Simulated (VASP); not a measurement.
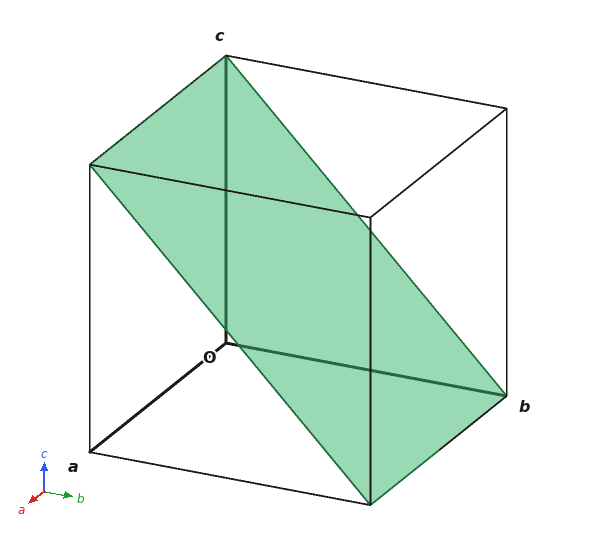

Crystal: CoSi, the end point of a relaxation with VASP 6.6.1, VASP Kohn-Sham DFT of a periodic cell, PBE, VASP PAW PBE potentials, minimal. Every member of one family of equally spaced planes, hx + ky + lz = a whole number, that cuts the unit cell is shaded (one member passes through the origin O, touching the cell only at an edge or corner). Symmetry computed with spglib at a tolerance of 0.002 Å; standard conventional cell.

a = 4.430 Å, b = 4.430 Å, c = 4.430 Å, α = 90.00°, β = 90.00°, γ = 90.00°.

**Which (hkl) family is drawn?**

(0 1 1); the opposite sign names the same planes. The member next to the origin meets the axes a never, b at 1, c at 1.

**What is the spacing?**

d = 3.132 Å.

**The space group is P2₁3 (No. 198). How many reflections hkl are equivalent to this one (itself included), and does it occur?**

12 reflections are equivalent in the Laue class m-3. The space group allows the reflection.
